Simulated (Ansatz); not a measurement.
# What a change does: geometry relaxation on TiO2

System: TiO2 (I4₁/amd, 6 atoms in the cell).
Method of run 1: Kohn-Sham DFT of a periodic cell, PBE with D3(BJ), Ansatz PAW, no spin polarisation (Ansatz 0.2.0).

The structure derives from an entry of the Crystallography Open Database. Text and figures count atoms from 1; the logs count them from 0 in places.

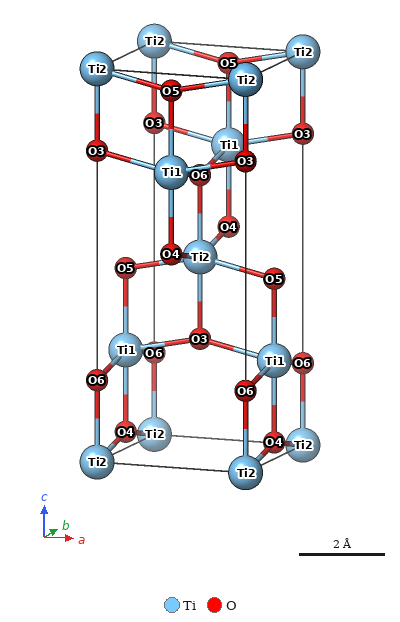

Fig. 1: The structure as given in the input (ball-and-stick view of the cell 2 times as large as that of the calculation, set on its symmetry axes, seen slightly off an axis; atoms are numbered from 1 in the order of the input). Near neighbours in the crystal (not all of them lie inside the picture): Ti has 6 O at 1.93 to 1.98 Å; O has 3 Ti at 1.93 to 1.98 Å.

## Input, run 1
```yaml
crystal:
  lattice:
    - [-1.8921, 1.8921, 4.7573]
    - [1.8921, -1.8921, 4.7573]
    - [1.8921, 1.8921, -4.7573]
  atoms:
    - { symbol: Ti, position: [0.75, 0.25, 0.5] }
    - { symbol: Ti, position: [0.0, 0.0, 0.0] }
    - { symbol: O, position: [0.7919, 0.7919, 0.0] }
    - { symbol: O, position: [0.5419, 0.0419, 0.5] }
    - { symbol: O, position: [0.9581, 0.4581, 0.5] }
    - { symbol: O, position: [0.2081, 0.2081, 0.0] }
hamiltonian:
  xc: pbe
  pseudopotentials: { kind: paw }
  dispersion: d3bj
kpoints:
  mp_grid: { grid: [10, 10, 10] }
scf:
  occupations: { method: fermi_dirac, width: 0.05 }
output:
  forces: true
  stress: true
relax:
  f_tol: 0.01
  max_steps: 40
  cell: { stress_tol: 0.05 }
```

Command:
```bash
ansatz run input.yaml --threads 2 --pin off --max-ram 5120MiB --backend cpu --events-out ev --progress --plain --runs-dir out
```

Hardware: 2 threads of Arm Neoverse V2, 24 GiB of memory available, shared host.

## Output, shortened to warnings, some set-up lines, iterations and results (run 1)
```
Basis set: ecut = 420 eV, 1315 PW (Γ), FFT grids on a1+a3, a2+a3, a3, exchange–correlation on 54×54×80 points (8 copies of the dense FFT grid, shifted against one another)
Symmetry: 16 space group operations
k-points: 102 of 1000
Initial density: superposition of atomic densities (neutral atoms: chi_scale 0, normalization atom), corrected by the library's trained network
[...]
SCF iter   1: F=—  HF=-7278.825185 eV  |F-HF|=—  |Δ(HF+E_count)|=         —  Δρ=3.44e-3  dr2=3.14e-3  ethr=1.77e-3  ⟨swp⟩=4.7  Hψ=12489  notcnv=0
SCF iter   2: F=—  HF=-7278.826830 eV  |F-HF|=—  |Δ(HF+E_count)|=   1.64e-3  Δρ=2.63e-3  dr2=3.48e-3  ethr=6.54e-6  ⟨swp⟩=2.9  Hψ=6660  notcnv=0  defer=162
SCF iter   3: F=—  HF=-7278.826694 eV  |F-HF|=—  |Δ(HF+E_count)|=   1.36e-4  Δρ=1.47e-3  dr2=1.01e-3  ethr=6.54e-6  ⟨swp⟩=2.0  Hψ=4809  notcnv=0  defer=162
SCF iter   4: F=—  HF=-7278.826808 eV  |F-HF|=—  |Δ(HF+E_count)|=   1.15e-4  Δρ=6.31e-4  dr2=1.73e-4  ethr=2.10e-6  ⟨swp⟩=2.1  Hψ=3522  notcnv=0  defer=162
SCF iter   5: F=—  HF=-7278.826845 eV  |F-HF|=—  |Δ(HF+E_count)|=   3.69e-5  Δρ=1.36e-4  dr2=7.99e-6  ethr=3.61e-7  ⟨swp⟩=2.0  Hψ=3793  notcnv=0  defer=162
[... 41 lines ...]
SCF iter   3: F=—  HF=-7278.830392 eV  |F-HF|=—  |Δ(HF+E_count)|=   2.24e-8  Δρ=3.11e-6  dr2=1.42e-9  ethr=8.88e-11  ⟨swp⟩=2.0  Hψ=4669  notcnv=0
SCF iter   4: F=—  HF=-7278.830392 eV  |F-HF|=—  |Δ(HF+E_count)|=   2.84e-9  Δρ=9.20e-7  dr2=1.37e-10  ethr=2.95e-12  ⟨swp⟩=2.5  Hψ=5443  notcnv=0
SCF iter   5: F=-7278.830392 eV  HF=-7278.830392 eV  |F-HF|=9.09e-13  |Δ(HF+E_count)|=  3.06e-10  Δρ=1.55e-7  dr2=8.50e-12  ethr=1.00e-12  ⟨swp⟩=4.0  Hψ=9824  notcnv=0
SCF 7 converged in 5 iterations: F = -7278.830392 eV  dr2 = 8.50e-12
relax step   7: F+E_penalty+E_count = -7278.83039225 eV  Δ(F+E_penalty+E_count) = -1.419e-4 eV  max|allowed force component| = 1.705e-4 eV/Å  Δτ_max = 0.0000 Å  P = +0.003 …
basis re-selected at this cell: Δ(F+E_penalty+E_count) = -1.419e-4 eV, ΔP = +0.002 GPa vs the last step (what re-selecting the basis moved, of the pressure what is left beyond the Pulay correction that the steps carried, after the strain that the cell walked since its last selection, with what the …
SCF converged after 5 iterations
Free energy (F): -7278.830392 eV
Harris-Foulkes:  -7278.830392 eV  (|F-HF|=9.09e-13)
Internal energy: -7278.830392 eV  (E = F + TS)
E sigma→0 (E₀):  -7278.830392 eV
Fermi energy:    8.349055 eV
--- Per-component energies (eV) ---
  E_band       = -459.822387
  E_kinetic    = 1247.271869
  E_local      = -3578.969832  (includes V_loc(G=0)·N_el)
  E_nonlocal   = 196.493432
  E_hartree    = 1387.613278
  E_xc         = -492.680079
  E_vxc        = -623.918492  (∫ρ·V_xc dr)
  E_paw        = -2722.117226  (= ΣΔE_a)
  E_vpaw       = -475.935929  (= ΣTr[D̂ρ^β])
  E_aug_tail   = 0.010080  (compensation charges beyond the density's cutoff)
  E_ewald      = -3315.107115
  E_disp       = -1.344799  (pairwise vdW)
  E_smearing   = -0.000000  (= −TS)
  E_closure    = -0.000000  (closes the sum)
  Σ components = -7278.830392   (vs F -7278.830392, Δ=0.00e0)
--- Forces (eV/Å), atoms counted from 1 ---
  atom   1  Ti     0.00000000     0.00000000     0.00000000
  atom   2  Ti     0.00000000     0.00000000     0.00000000
  atom   3  O      0.00000000     0.00000000    -0.00017051
  atom   4  O      0.00000000    -0.00000000    -0.00017051
  atom   5  O     -0.00000000     0.00000000     0.00017051
  atom   6  O      0.00000000     0.00000000     0.00017051
  max |Σ_I F_I| component: 5.31e-18 eV/Å
--- Stress (GPa, compression-positive) ---
       -0.002001       0.000000       0.000000
        0.000000      -0.002001       0.000000
        0.000000       0.000000       0.013905
  P = ⅓ Tr σ = 0.0033 GPa (0.033 kbar)
--- Relaxed structure (5 steps of the walk, 5 accepted, 2 SCFs on fresh bases) ---
  F+E_penalty+E_count = -7278.83039225 eV   max|allowed force component| = 1.705e-4 eV/Å   (the final SCF, on the basis selected at the relaxed cell)
  cell:  # Å, volume = 68.6473 Å³
    - [-1.8936816844036874, 1.8936816844036874, 4.7857410808612375]
    - [1.8936816844036874, -1.8936816844036874, 4.7857410808612375]
    - [1.8936816844036874, 1.8936816844036874, -4.7857410808612375]
  atoms:
[...]
```

For run 2 the input was changed thus:
```diff
-  xc: pbe
+  xc: rpbe
-  dispersion: d3bj
+  dispersion: d4
```

What does this change do to the results?

The total energies belong to different models, so their difference says nothing on which is more stable or more accurate. The functional changes from PBE to RPBE. The SCF takes 36 iterations over all geometry steps against 37.

## Output, shortened to warnings, some set-up lines, iterations and results (run 2)
```
Basis set: ecut = 420 eV, 1315 PW (Γ), FFT grids on a1+a3, a2+a3, a3, exchange–correlation on 54×54×80 points (8 copies of the dense FFT grid, shifted against one another)
Symmetry: 16 space group operations
k-points: 102 of 1000
Initial density: superposition of atomic densities (neutral atoms: chi_scale 0, normalization atom), corrected by the library's trained network
[...]
SCF iter   1: F=—  HF=-7295.455966 eV  |F-HF|=—  |Δ(HF+E_count)|=         —  Δρ=6.00e-3  dr2=2.02e-2  ethr=1.77e-3  ⟨swp⟩=4.8  Hψ=12526  notcnv=0
SCF iter   2: F=—  HF=-7295.460369 eV  |F-HF|=—  |Δ(HF+E_count)|=   4.40e-3  Δρ=7.01e-3  dr2=2.81e-2  ethr=4.21e-5  ⟨swp⟩=2.0  Hψ=5893  notcnv=0  defer=163
SCF iter   3: F=—  HF=-7295.455819 eV  |F-HF|=—  |Δ(HF+E_count)|=   4.55e-3  Δρ=1.98e-3  dr2=2.13e-3  ethr=4.21e-5  ⟨swp⟩=2.0  Hψ=4719  notcnv=0  defer=163
SCF iter   4: F=—  HF=-7295.456091 eV  |F-HF|=—  |Δ(HF+E_count)|=   2.72e-4  Δρ=4.43e-4  dr2=7.62e-5  ethr=4.43e-6  ⟨swp⟩=2.0  Hψ=3750  notcnv=0  defer=163
SCF iter   5: F=—  HF=-7295.455965 eV  |F-HF|=—  |Δ(HF+E_count)|=   1.25e-4  Δρ=6.15e-5  dr2=9.28e-7  ethr=1.59e-7  ⟨swp⟩=2.1  Hψ=4261  notcnv=0  defer=163
[... 40 lines ...]
SCF iter   3: F=—  HF=-7295.459784 eV  |F-HF|=—  |Δ(HF+E_count)|=   2.85e-8  Δρ=3.10e-6  dr2=2.23e-9  ethr=1.07e-10  ⟨swp⟩=2.0  Hψ=4646  notcnv=0
SCF iter   4: F=—  HF=-7295.459784 eV  |F-HF|=—  |Δ(HF+E_count)|=   3.49e-9  Δρ=8.57e-7  dr2=1.24e-10  ethr=4.64e-12  ⟨swp⟩=2.7  Hψ=5745  notcnv=0
SCF iter   5: F=-7295.459784 eV  HF=-7295.459784 eV  |F-HF|=0.00e0  |Δ(HF+E_count)|=  3.94e-10  Δρ=1.92e-7  dr2=1.28e-11  ethr=1.00e-12  ⟨swp⟩=4.4  Hψ=9994  notcnv=0
SCF 7 converged in 5 iterations: F = -7295.459784 eV  dr2 = 1.28e-11
relax step   7: F+E_penalty+E_count = -7295.45978383 eV  Δ(F+E_penalty+E_count) = -1.351e-4 eV  max|allowed force component| = 4.273e-4 eV/Å  Δτ_max = 0.0000 Å  P = +0.008 …
basis re-selected at this cell: Δ(F+E_penalty+E_count) = -1.351e-4 eV, ΔP = +0.002 GPa vs the last step (what re-selecting the basis moved, of the pressure what is left beyond the Pulay correction that the steps carried, after the strain that the cell walked since its last selection, with what the …
SCF converged after 5 iterations
Free energy (F): -7295.459784 eV
Harris-Foulkes:  -7295.459784 eV  (|F-HF|=0.00e0)
Internal energy: -7295.459784 eV  (E = F + TS)
E sigma→0 (E₀):  -7295.459784 eV
Fermi energy:    8.547133 eV
--- Per-component energies (eV) ---
  E_band       = -453.404266
  E_kinetic    = 1250.058787
  E_local      = -3572.766247  (includes V_loc(G=0)·N_el)
  E_nonlocal   = 190.965466
  E_hartree    = 1388.256417
  E_xc         = -495.164656
  E_vxc        = -625.342514  (∫ρ·V_xc dr)
  E_paw        = -2736.056554  (= ΣΔE_a)
  E_vpaw       = -472.842507  (= ΣTr[D̂ρ^β])
  E_aug_tail   = 0.009989  (compensation charges beyond the density's cutoff)
  E_ewald      = -3318.189792
  E_disp       = -2.385049  (pairwise vdW)
  E_core_change = -0.188145  (= ΣΔE_core)
  E_smearing   = -0.000000  (= −TS)
  E_closure    = 0.000000  (closes the sum)
  Σ components = -7295.459784   (vs F -7295.459784, Δ=0.00e0)
--- Forces (eV/Å), atoms counted from 1 ---
  atom   1  Ti     0.00000000     0.00000000     0.00000000
  atom   2  Ti     0.00000000     0.00000000     0.00000000
  atom   3  O      0.00000000     0.00000000     0.00042726
  atom   4  O      0.00000000     0.00000000     0.00042726
  atom   5  O      0.00000000    -0.00000000    -0.00042726
  atom   6  O      0.00000000     0.00000000    -0.00042726
  max |Σ_I F_I| component: 2.60e-18 eV/Å
--- Stress (GPa, compression-positive) ---
        0.004111      -0.000000       0.000000
       -0.000000       0.004111       0.000000
        0.000000      -0.000000       0.016551
  P = ⅓ Tr σ = 0.0083 GPa (0.083 kbar)
--- Relaxed structure (5 steps of the walk, 5 accepted, 2 SCFs on fresh bases) ---
  F+E_penalty+E_count = -7295.45978383 eV   max|allowed force component| = 4.273e-4 eV/Å   (the final SCF, on the basis selected at the relaxed cell)
  cell:  # Å, volume = 68.5351 Å³
    - [-1.8934245806502286, 1.8934245806502286, 4.779216725932538]
    - [1.8934245806502286, -1.8934245806502286, 4.779216725932538]
[...]
```

## The two runs side by side

```tsv
quantity	run 1	run 2
outcome	converged	converged
free energy per atom (eV)	−1213.1384	−1215.9100
pressure (GPa)	0.00	0.01
volume per atom (Å³)	11.44	11.42
largest force (eV/Å)	0.000	0.000
SCF iterations	37	36
irreducible k-points	102	102
wall time (shared host)	27 s	29 s
```

For run 2: Points of doubt noted for this run: forces on files of another functional.
